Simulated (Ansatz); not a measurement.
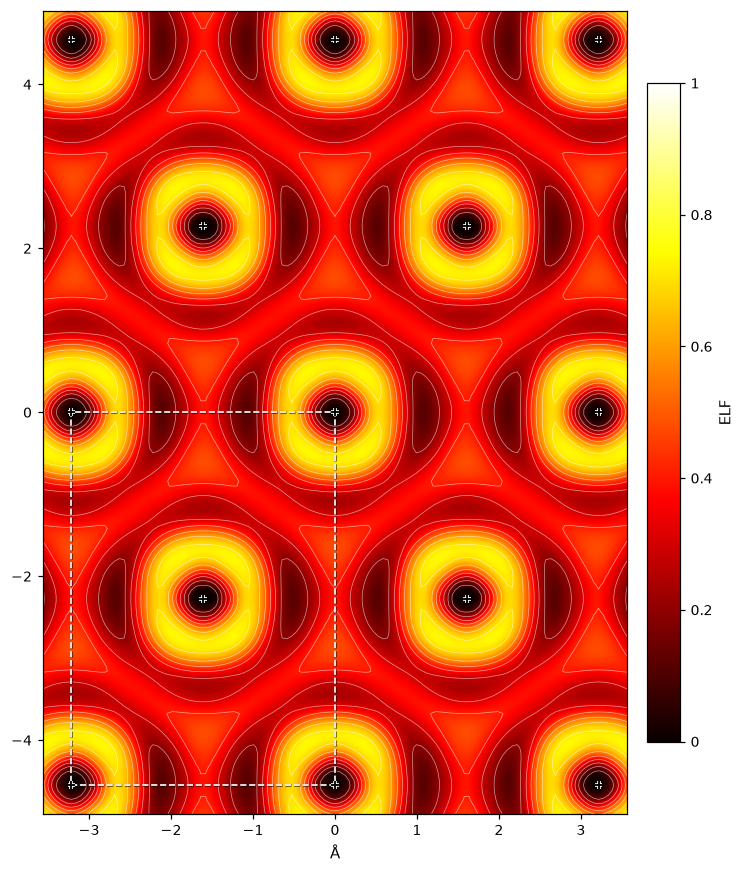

The ELF on a plane through atoms (crosses mark nuclei in the plane).

These are results of DFT PBE, scalar-relativistic, plane waves, PAW in Ansatz 0.2.0, not measurements.

Candidates:
A. SiC, a = 4.38 Å, b = 4.38 Å, c = 4.38 Å, α = 90.00°, β = 90.00°, γ = 90.00°. Space group F-43m; a structure from a database of computed crystals, not necessarily the ambient phase.
B. W, a = 3.22 Å, b = 3.22 Å, c = 3.22 Å, α = 90.00°, β = 90.00°, γ = 90.00°. Space group Im-3m; a structure from a database of computed crystals, not necessarily the ambient phase; changed on purpose from its base cell (equal strain along all axes, cell held, atoms relaxed: +1.0 %); computed pressure about −8 GPa in this cell.

Which system is this?

Answer. Candidate B: W on the (11̄0) plane of the conventional cell, which holds W. W–W (2.78 Å): the ELF is about 0.40 at the midpoint.
